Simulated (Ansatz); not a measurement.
**HfO2: geometry relaxation (part 1 of 3)**

System: HfO2 (disordered cell, 18 atoms in the cell).
Method: DFT PBE, scalar-relativistic, plane waves, PAW, no spin polarisation (Ansatz 0.2.0).

It belongs to a series of runs on one base structure; here: the last frame of the dynamics.

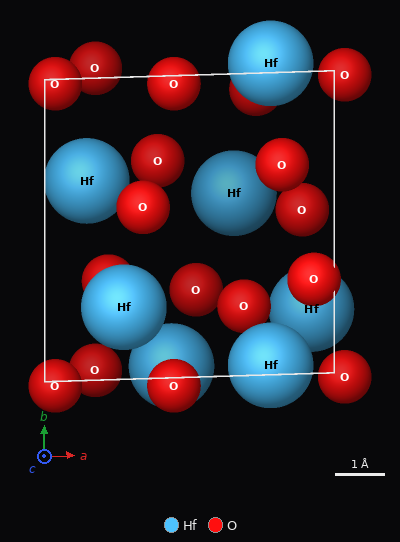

*The starting structure (spheres-only view of the cell of the calculation, along the c axis). An atom can appear more than once, as a periodic image.*

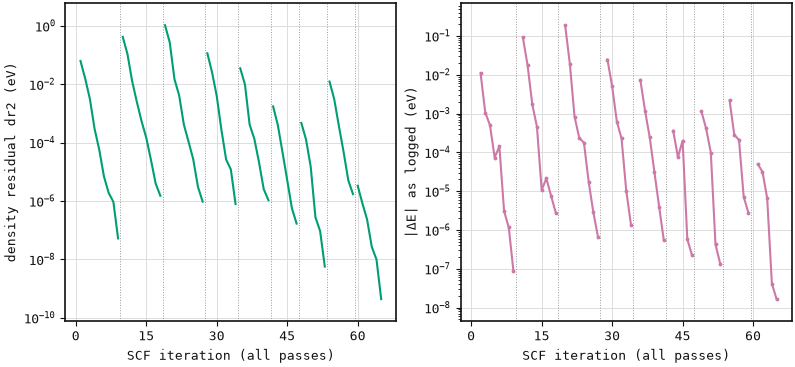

*Convergence of the self-consistent field: density residual dr2 and size of the energy change against the SCF iteration. The dotted lines part the SCF passes of the relaxation: geometry steps, rejected trials and re-solves on a re-selected basis.*

The 9 passes take 6 to 9 iterations each, 65 in all.

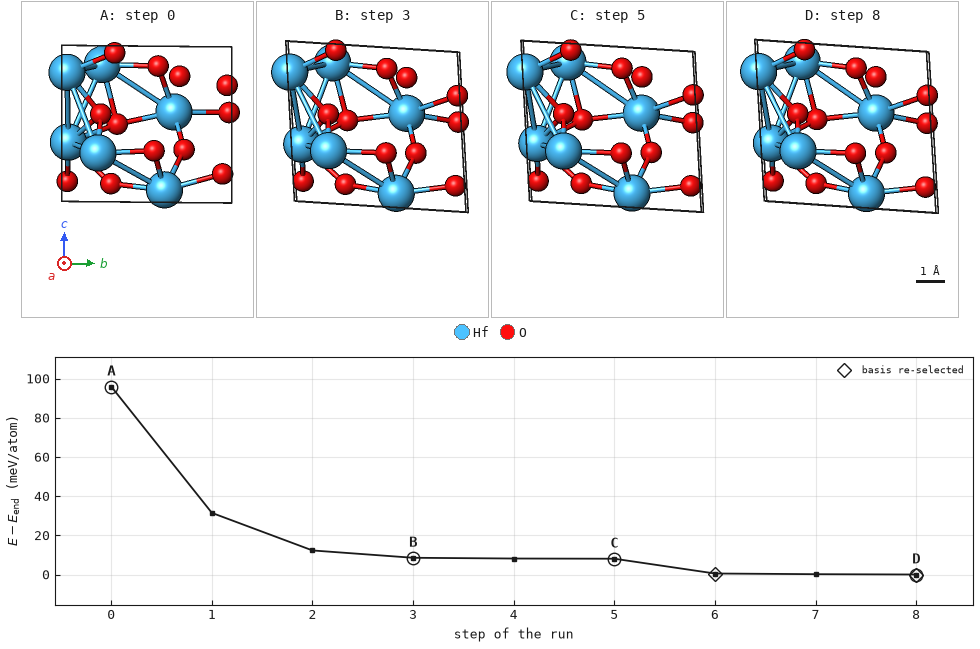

*Frames of the relaxation (ball-and-stick view of the cell of the calculation, along the a axis) above the curves, on which the letters mark them (the first geometry is step 0 here and step 1 in the log).*

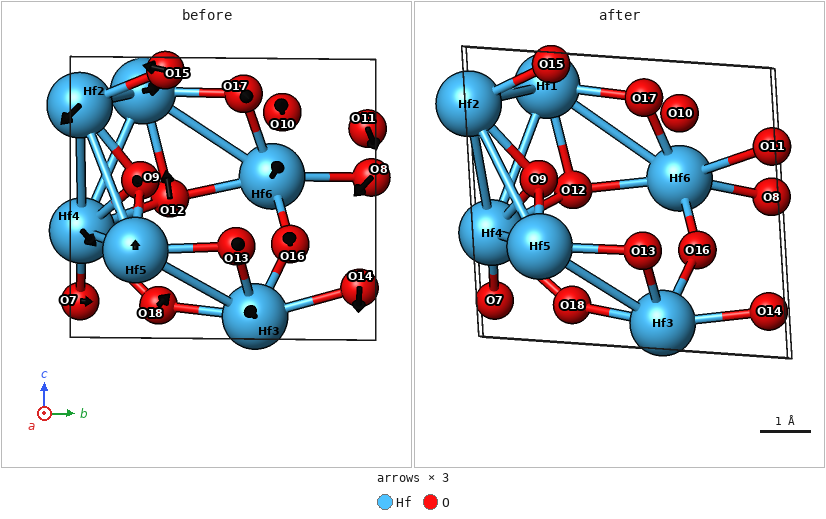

*Before (left) and after (right) the relaxation, at one scale (ball-and-stick view of the cell of the calculation, along the a axis). The black arrows give the displacements (without the part carried along by the change of the cell), magnified 3 times.*

Over 6 geometry steps the energy falls by 95.8 meV per atom. The largest force component goes from 1.7 to 0.025 eV/Å. Pressure: 12.16 GPa at the start and −0.04 GPa at the end. 1 further SCF at an unchanged geometry re-selected the plane-wave basis for the new cell. The atom that moves furthest relative to the cell is O10 (0.28 Å). By element the largest moves are O 0.28 Å, Hf 0.23 Å. The volume changes by +5.3 %, with a 5.914 → 5.987 Å (+1.2 %), b 6.170 → 6.248 Å (+1.3 %), c 5.666 → 5.865 Å (+3.5 %), α 90.6° → 97.4°, β 90.5° → 90.0°, γ 88.2° → 90.0°. Distances before and after: Hf6–O11 2.830 → 2.457 Å, Hf2–Hf5 3.081 → 3.307 Å, Hf2–Hf3 3.123 → 3.297 Å, Hf3–O10 1.929 → 2.095 Å. Among the angles that change: Hf3–O14–Hf5 158.6° → 142.8°, Hf4–O12–Hf6 155.9° → 142.7°, Hf5–O8–Hf6 135.3° → 148.5°. The energy change given includes the shifts at the re-selections in mid-walk, which come without any move. A last SCF at the same geometry on a re-selected plane-wave basis shifts the energy by −0.2 meV per atom. (Atoms are counted from 1 in the order of the input.)

These pictures come from the run below.

### Input
```yaml
crystal:
  lattice:
    - [5.913382, 0.093665, -0.026317]
    - [0.093665, 6.169229, -0.029352]
    - [-0.026317, -0.029352, 5.666068]
  atoms:
    - { symbol: Hf, position: [0.2733569126, 0.2386022321, 0.8791114708] }
    - { symbol: Hf, position: [0.7805888243, 0.0310546337, 0.8270629718] }
    - { symbol: Hf, position: [0.6537532677, 0.6048762281, 0.0804056296] }
    - { symbol: Hf, position: [0.4380389861, 0.0389767272, 0.3803247963] }
    - { symbol: Hf, position: [0.921516276, 0.2134623944, 0.3129579542] }
    - { symbol: Hf, position: [0.1452606924, 0.66061588, 0.5801922175] }
    - { symbol: O, position: [0.1749351821, 0.0325900205, 0.1292450146] }
    - { symbol: O, position: [0.0365172733, 0.9855857194, 0.5798096128] }
    - { symbol: O, position: [0.6887207362, 0.2297216576, 0.5616594355] }
    - { symbol: O, position: [0.8207915237, 0.6941077346, 0.8091974383] }
    - { symbol: O, position: [0.4465353882, 0.9734085497, 0.7536843252] }
    - { symbol: O, position: [0.2204193227, 0.3266064984, 0.4988429592] }
    - { symbol: O, position: [0.8901394979, 0.5432128967, 0.3300407719] }
    - { symbol: O, position: [0.7299542489, 0.9468212222, 0.1859261427] }
    - { symbol: O, position: [0.9307960659, 0.3112797872, 0.9549354309] }
    - { symbol: O, position: [0.3903870592, 0.7200321974, 0.3397345726] }
    - { symbol: O, position: [0.3400278849, 0.5673707191, 0.873373577] }
    - { symbol: O, position: [0.5235466677, 0.2890950861, 0.1170764368] }
  symmetry: { detect: false }
basis:
  ecutwfc: 420
kpoints:
  mp_grid: { grid: [2, 1, 2], shift: [0.5, 0.0, 0.5] }
hamiltonian:
  xc: pbe
scf:
  occupations: { method: gaussian, width: 0.1 }
  lower_state_search: "off"
output:
  forces: true
  stress: true
  eigenvalues: true
relax:
  adjacent_minimum: "off"
  f_tol: 0.04
  max_steps: 70
  cell: { stress_tol: 0.3 }
```

Launch command:
```bash
ansatz run input.yaml --threads 2 --pin off --max-ram 5120MiB --backend cpu --events-out ev --progress --plain --runs-dir out
```

### The program's output
```
Engine: ansatz 0.2.0, x86_64-unknown-linux-gnu
Pseudopotentials: kind: paw
Pseudopotential: Hf, paw, valence charge 26, recommended cutoff 420 eV (normal), Hf.paw.azcp
Pseudopotential: O, paw, valence charge 6, recommended cutoff 420 eV (normal), O.paw.azcp
Functional definition: PBE
  parameter kappa = 0.804
  parameter beta = 0.06672455060314922
  exchange = pbe_x(kappa = kappa, mu = beta*pi^2/3)
  correlation = pbe_c(beta = beta)
Crystal: 18 atoms, lattice volume = 206.645 Å³
Basis set: ecut = 420 eV, 4033 PW (Γ), exchange–correlation on 80×90×80 points (8 copies of the dense FFT grid, shifted against one another)
Bands: 137, of which v1, the nominal top of the filled ones, is band 114 counted from 1 (113 counted from 0)
Symmetry: 1 space group operations
k-points: 2 of 4 (time reversal used)
Non-local potential: Hf, projectors of the file, l = 0: 3, l = 1: 2, l = 2: 2, l = 3: 3
Non-local potential: O, projectors of the file, l = 0: 2, l = 1: 2, l = 2: 1
PAW form: soft (Blöchl's): semilocal exchange-correlation on the pseudo side does not see the compensation charge
PAW one-centre angular grid: Hf, 590 points (default); XC on 64 Gauss nodes
PAW one-centre angular grid: O, 110 points (default); XC on 64 Gauss nodes
Initial density: superposition of atomic densities (neutral atoms: chi_scale 0, normalization atom), corrected by the library's trained network
Initial wavefunctions: pseudopotential atomic-orbital guess
Functional: x = pbe(κ = 0.804, μ = 0.2195149727645171), c = pbe(β = 0.06672455060314922)
SCF iter   1: F=—  HF=-101165.632370 eV  |F-HF|=—  |Δ(HF+E_count)|=         —  Δρ=5.97e-3  dr2=6.24e-2  ethr=1.77e-3  ⟨swp⟩=6.0  Hψ=868  notcnv=0  defer=3
preconditioner: auto → Resta (q_TF=auto, 2.773 Å⁻¹)  ε∞=5.4  [insulator: Δε(μ)=4.241 eV  Ē_g=18.076 eV  σ=0.100 eV  W_gap=1.00  n_scr=80 (ndim 8)  ℏωp=38.0 eV  f_vac=0.096  D(μ)=0.00/eV (n_scr^D=0)  ε∞_Penn≈5.4]
SCF iter   2: F=—  HF=-101165.621466 eV  |F-HF|=—  |Δ(HF+E_count)|=   1.09e-2  Δρ=3.04e-3  dr2=1.56e-2  ethr=2.74e-5  ⟨swp⟩=2.0  Hψ=468  notcnv=0  defer=4
SCF iter   3: F=—  HF=-101165.620407 eV  |F-HF|=—  |Δ(HF+E_count)|=   1.06e-3  Δρ=1.12e-3  dr2=3.13e-3  ethr=6.83e-6  ⟨swp⟩=2.0  Hψ=385  notcnv=0  defer=4
SCF iter   4: F=—  HF=-101165.619905 eV  |F-HF|=—  |Δ(HF+E_count)|=   5.02e-4  Δρ=3.63e-4  dr2=2.95e-4  ethr=1.37e-6  ⟨swp⟩=2.0  Hψ=462  notcnv=0  defer=4
SCF iter   5: F=—  HF=-101165.619979 eV  |F-HF|=—  |Δ(HF+E_count)|=   7.35e-5  Δρ=1.72e-4  dr2=5.62e-5  ethr=1.29e-7  ⟨swp⟩=2.0  Hψ=435  notcnv=0  defer=4
SCF iter   6: F=—  HF=-101165.619837 eV  |F-HF|=—  |Δ(HF+E_count)|=   1.42e-4  Δρ=5.53e-5  dr2=6.83e-6  ethr=2.46e-8  ⟨swp⟩=2.5  Hψ=503  notcnv=0  defer=10
SCF iter   7: F=—  HF=-101165.619840 eV  |F-HF|=—  |Δ(HF+E_count)|=   3.08e-6  Δρ=2.64e-5  dr2=1.88e-6  ethr=2.99e-9  ⟨swp⟩=2.0  Hψ=469  notcnv=0  defer=10
SCF iter   8: F=—  HF=-101165.619841 eV  |F-HF|=—  |Δ(HF+E_count)|=   1.16e-6  Δρ=2.28e-5  dr2=9.34e-7  ethr=8.25e-10  ⟨swp⟩=2.0  Hψ=469  notcnv=0  defer=10
SCF iter   9: F=-101165.619841 eV  HF=-101165.619841 eV  |F-HF|=2.44e-8  |Δ(HF+E_count)|=   8.63e-8  Δρ=4.61e-6  dr2=5.19e-8  ethr=4.39e-11  ⟨swp⟩=10.5  Hψ=1540  notcnv=0
SCF 1 converged in 9 iterations: F = -101165.619841 eV  dr2 = 5.19e-8
  greatest PAW one-centre occupation: 0.999 electrons in one spin orbital (limit 2), on the Hf atom at site 5 (counted from 0), in its partial waves of l = 0
relax step   1: F+E_penalty+E_count = -101165.61984126 eV  Δ(F+E_penalty+E_count) = +0.000e0 eV  max|allowed force component| = 1.650e0 eV/Å  Δτ_max = 0.0000 Å  P = +12.159 GPa  Ω = 206.645 Å³  (9 SCF iters, dr2 threshold 1.00e-7 eV, accepted)
Crystal: 18 atoms, lattice volume = 218.058 Å³
Basis set: ecut = 420 eV, 4265 PW (Γ), exchange–correlation on 80×90×80 points (8 copies of the dense FFT grid, shifted against one another)
Initial density: handed on by an earlier stage of this run
Initial wavefunctions: those handed on with the density
iter 1 solved again at ethr=1.78e-4 eV; its pass at ethr=3.10e-3 eV (dr2=4.06e-1 eV) is discarded
SCF iter   1: F=—  HF=-101166.890546 eV  |F-HF|=—  |Δ(HF+E_count)|=         —  Δρ=1.65e-2  dr2=4.17e-1  ethr=1.78e-4  ⟨swp⟩=2.5  Hψ=1498  notcnv=0
preconditioner: auto → Resta (q_TF=auto, 2.749 Å⁻¹)  ε∞=5.3  [insulator: Δε(μ)=4.346 eV  Ē_g=17.870 eV  σ=0.100 eV  W_gap=1.00  n_scr=80 (ndim 8)  ℏωp=37.0 eV  f_vac=0.116  D(μ)=0.00/eV (n_scr^D=0)  ε∞_Penn≈5.3]
SCF iter   2: F=—  HF=-101166.799201 eV  |F-HF|=—  |Δ(HF+E_count)|=   9.13e-2  Δρ=8.21e-3  dr2=1.07e-1  ethr=1.78e-4  ⟨swp⟩=4.0  Hψ=366  notcnv=0
SCF iter   3: F=—  HF=-101166.781550 eV  |F-HF|=—  |Δ(HF+E_count)|=   1.77e-2  Δρ=2.57e-3  dr2=1.26e-2  ethr=4.69e-5  ⟨swp⟩=4.0  Hψ=540  notcnv=0
SCF iter   4: F=—  HF=-101166.779808 eV  |F-HF|=—  |Δ(HF+E_count)|=   1.74e-3  Δρ=9.56e-4  dr2=2.44e-3  ethr=5.54e-6  ⟨swp⟩=2.0  Hψ=454  notcnv=0
SCF iter   5: F=—  HF=-101166.780263 eV  |F-HF|=—  |Δ(HF+E_count)|=   4.54e-4  Δρ=4.49e-4  dr2=5.37e-4  ethr=1.07e-6  ⟨swp⟩=2.0  Hψ=490  notcnv=0
SCF iter   6: F=—  HF=-101166.780273 eV  |F-HF|=—  |Δ(HF+E_count)|=   1.07e-5  Δρ=2.45e-4  dr2=1.46e-4  ethr=2.36e-7  ⟨swp⟩=2.0  Hψ=500  notcnv=0
SCF iter   7: F=—  HF=-101166.780295 eV  |F-HF|=—  |Δ(HF+E_count)|=   2.13e-5  Δρ=1.03e-4  dr2=2.54e-5  ethr=6.42e-8  ⟨swp⟩=2.0  Hψ=498  notcnv=0
SCF iter   8: F=—  HF=-101166.780302 eV  |F-HF|=—  |Δ(HF+E_count)|=   7.65e-6  Δρ=3.99e-5  dr2=3.94e-6  ethr=1.11e-8  ⟨swp⟩=2.0  Hψ=441  notcnv=0
SCF iter   9: F=-101166.780305 eV  HF=-101166.780305 eV  |F-HF|=8.26e-8  |Δ(HF+E_count)|=   2.79e-6  Δρ=2.65e-5  dr2=1.50e-6  ethr=7.89e-10  ⟨swp⟩=8.0  Hψ=1279  notcnv=0
SCF 2 converged in 9 iterations: F = -101166.780305 eV  dr2 = 1.50e-6
relax step   2: F+E_penalty+E_count = -101166.78030504 eV  Δ(F+E_penalty+E_count) = -1.160e0 eV  max|allowed force component| = 7.104e-1 eV/Å  Δτ_max = 0.0930 Å  P = -0.110 GPa  Ω = 218.058 Å³  energy of the carried Pulay correction = -5.409e-2 eV  (9 SCF iters, dr2 threshold 1.80e-6 eV, accepted)
Crystal: 18 atoms, lattice volume = 218.114 Å³
Basis set: ecut = 420 eV, 4257 PW (Γ), exchange–correlation on 80×90×80 points (8 copies of the dense FFT grid, shifted against one another)
iter 1 solved again at ethr=4.44e-4 eV; its pass at ethr=3.10e-3 eV (dr2=1.01e0 eV) is discarded
SCF iter   1: F=—  HF=-101167.334154 eV  |F-HF|=—  |Δ(HF+E_count)|=         —  Δρ=3.17e-2  dr2=1.04e0  ethr=4.44e-4  ⟨swp⟩=2.0  Hψ=1660  notcnv=0
preconditioner: auto → Resta (q_TF=auto, 2.749 Å⁻¹)  ε∞=5.2  [insulator: Δε(μ)=4.553 eV  Ē_g=17.930 eV  σ=0.100 eV  W_gap=1.00  n_scr=80 (ndim 8)  ℏωp=37.0 eV  f_vac=0.106  D(μ)=0.00/eV (n_scr^D=0)  ε∞_Penn≈5.2]
SCF iter   2: F=—  HF=-101167.145701 eV  |F-HF|=—  |Δ(HF+E_count)|=   1.88e-1  Δρ=1.66e-2  dr2=2.68e-1  ethr=4.44e-4  ⟨swp⟩=4.0  Hψ=470  notcnv=0
SCF iter   3: F=—  HF=-101167.126682 eV  |F-HF|=—  |Δ(HF+E_count)|=   1.90e-2  Δρ=2.97e-3  dr2=1.49e-2  ethr=1.17e-4  ⟨swp⟩=4.0  Hψ=589  notcnv=0
SCF iter   4: F=—  HF=-101167.125849 eV  |F-HF|=—  |Δ(HF+E_count)|=   8.32e-4  Δρ=1.52e-3  dr2=4.12e-3  ethr=6.55e-6  ⟨swp⟩=2.0  Hψ=502  notcnv=0
SCF iter   5: F=—  HF=-101167.125614 eV  |F-HF|=—  |Δ(HF+E_count)|=   2.36e-4  Δρ=4.82e-4  dr2=4.13e-4  ethr=1.81e-6  ⟨swp⟩=2.0  Hψ=480  notcnv=0
SCF iter   6: F=—  HF=-101167.125436 eV  |F-HF|=—  |Δ(HF+E_count)|=   1.77e-4  Δρ=2.26e-4  dr2=1.07e-4  ethr=1.81e-7  ⟨swp⟩=2.0  Hψ=499  notcnv=0
SCF iter   7: F=—  HF=-101167.125418 eV  |F-HF|=—  |Δ(HF+E_count)|=   1.77e-5  Δρ=1.13e-4  dr2=2.66e-5  ethr=4.69e-8  ⟨swp⟩=2.0  Hψ=502  notcnv=0
SCF iter   8: F=—  HF=-101167.125421 eV  |F-HF|=—  |Δ(HF+E_count)|=   2.84e-6  Δρ=3.85e-5  dr2=3.04e-6  ethr=1.17e-8  ⟨swp⟩=2.0  Hψ=490  notcnv=0
SCF iter   9: F=-101167.125422 eV  HF=-101167.125422 eV  |F-HF|=3.82e-7  |Δ(HF+E_count)|=   6.51e-7  Δρ=2.21e-5  dr2=9.45e-7  ethr=7.89e-10  ⟨swp⟩=7.5  Hψ=1471  notcnv=0
SCF 3 converged in 9 iterations: F = -101167.125422 eV  dr2 = 9.45e-7
relax step   3: F+E_penalty+E_count = -101167.12542153 eV  Δ(F+E_penalty+E_count) = -3.451e-1 eV  max|allowed force component| = 4.025e-1 eV/Å  Δτ_max = 0.2000 Å  P = -0.290 GPa  Ω = 218.114 Å³  energy of the carried Pulay correction = -5.435e-2 eV  (9 SCF iters, dr2 threshold 1.80e-6 eV, accepted)
Crystal: 18 atoms, lattice volume = 216.795 Å³
Basis set: ecut = 420 eV, 4211 PW (Γ), exchange–correlation on 80×90×80 points (8 copies of the dense FFT grid, shifted against one another)
iter 1 solved again at ethr=4.89e-5 eV; its pass at ethr=3.10e-3 eV (dr2=1.12e-1 eV) is discarded
```
